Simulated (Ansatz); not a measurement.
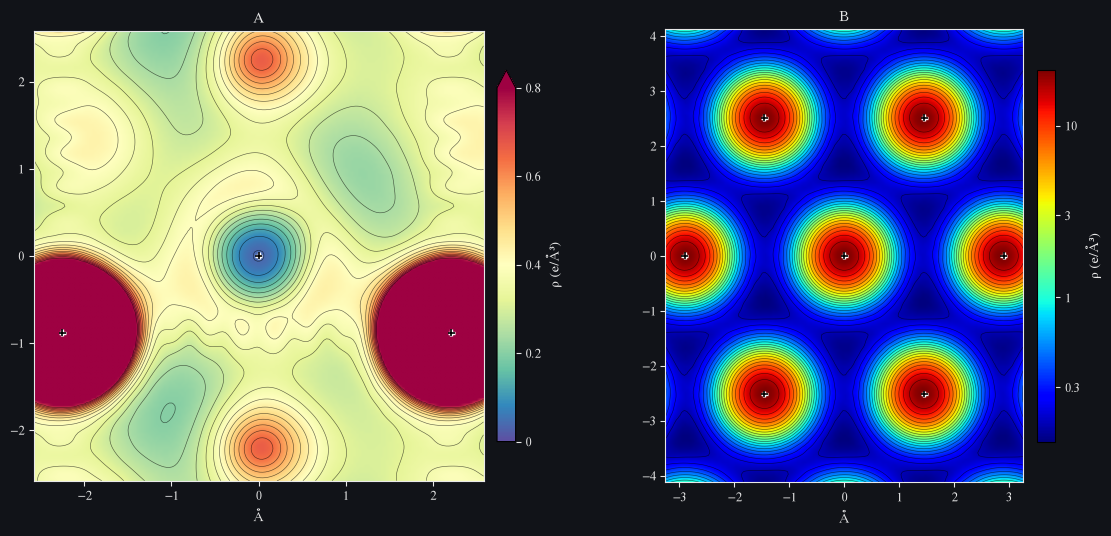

The valence pseudo-density of 2 systems, each on a plane through atoms (crosses mark nuclei in the plane).

Theory: Ansatz, DFT r2SCAN, scalar-relativistic, plane waves, PAW.

System 1: SiNi, the (010) plane of the conventional cell. Space group P2₁3; computed without spin polarisation.

```xyz
8
Lattice="4.4648 0.0000 0.0000 0.0000 4.4648 0.0000 0.0000 0.0000 4.4648" Properties=species:S:1:pos:R:3 pbc="T T T"
Si    3.7813    3.7813    3.7813
Si    2.9159    0.6835    1.5489
Si    1.5489    2.9159    0.6835
Si    0.6835    1.5489    2.9159
Ni    0.6641    0.6641    0.6641
Ni    1.5684    3.8008    2.8965
Ni    2.8965    1.5684    3.8008
Ni    3.8008    2.8965    1.5684
```

System 2: Ag, the (001) plane of the conventional cell. Space group P6₃/mmc.

```cif
data_structure
_symmetry_space_group_name_H-M 'P 1'
_symmetry_Int_Tables_number 1
_cell_length_a 2.9037
_cell_length_b 2.9037
_cell_length_c 4.7478
_cell_angle_alpha 90.000
_cell_angle_beta 90.000
_cell_angle_gamma 120.000
_cell_volume 34.67
loop_
_atom_site_label
_atom_site_type_symbol
_atom_site_fract_x
_atom_site_fract_y
_atom_site_fract_z
_atom_site_occupancy
Ag1 Ag 0.33333 0.66667 0.25000 1
Ag2 Ag 0.66667 0.33333 0.75000 1
```

> Which map belongs to which system?

Panel A is system 1, SiNi: the plane holds Si and Ni. Si–Ni (2.38 Å): ρ is about 0.42 e/Å³ halfway. Panel B is system 2, Ag: the plane holds Ag. Ag–Ag (2.90 Å): ρ at the midpoint is about 0.2 e/Å³.
